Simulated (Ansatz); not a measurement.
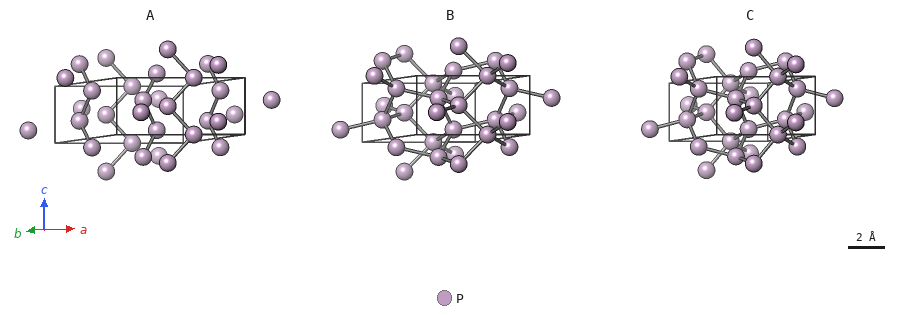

3 geometries from one relaxation of solid P (a generated structure, set up in P6_122) (coarse preliminary run), in shuffled order. A ball-and-stick model of the cell of the calculation, seen from a free direction.

The calculation used DFT PBE, scalar-relativistic, plane waves, PAW (Ansatz). Settings: plane-wave cutoff 420 eV; k-point mesh 6 × 6 × 6; occupations gaussian; smearing width 0.1 eV; no spin polarisation; cell and atoms relaxed; force threshold 0.04 eV/Å; at most 70 steps.

### Put them in the order of the run, from the start to the converged end.

C, B, A. They are steps 0, 4, 14, at +573 meV per atom, +166 meV per atom relative to the last. The energy falls by 573 meV per atom in 11 accepted moves (14 points after the start). Largest force component: 1.2 eV/Å at the start, 0.033 eV/Å at the end. Pressure: 27.23 GPa at the start and 0.18 GPa at the end. The line search rejected the trial step at point 7 of the run. The SCF was repeated twice at an unchanged geometry on a basis and grid sized afresh for the cell, which shifted the energy by 48.3 meV per atom at most. The largest moves relative to the cell, 0.15 Å, are those of P atoms. The drawn cell changes as follows: a = b 5.533 → 7.203 Å (+30.2 %), c 3.263 → 3.194 Å (−2.1 %); the volume changes by +65.9 %. Near-neighbour distances that change, for instance: P–P 2.158 → 2.922 Å, P–P 2.122 → 2.162 Å. Bonds break: P–P (2.16 → 2.92 Å). Bond angles that change, for instance: P–P–P 100.5° → 95.2°. The space group stays P6_122 (No. 178).
